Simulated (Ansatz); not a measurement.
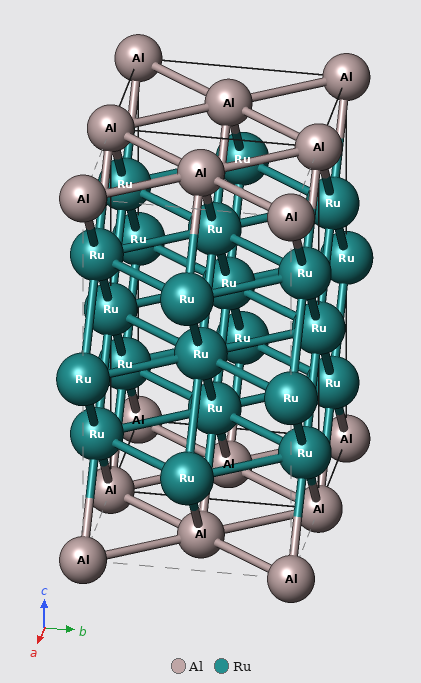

Ball-and-stick drawing of the structure, looking from a general direction. 2×1×1 cells are drawn; the solid outline is the conventional unit cell.

- The material is AlRu₃.
- The lattice is base-centred orthorhombic and the space group Cmmm (No. 65).
- The cell comprises 2 formula units: 2 Al, 6 Ru.
- Al bonds to four Ru and four Al in a cubic arrangement. Ru takes two kinds of site: 4l with six Ru and two Al in a cubic arrangement; 2d with eight Ru in a cubic arrangement.
- The bonds build a three-dimensional framework.

Starting structure: a structure listed in the Materials Project, with elements exchanged, so it need not be a known form of the compound. The cell was then strained or its atoms displaced on purpose. A calculation with Ansatz used it as input.

At this level of theory the cell isn't at rest (stretched, at -36 GPa), so its distances can differ from those at equilibrium, the more so the softer the solid.
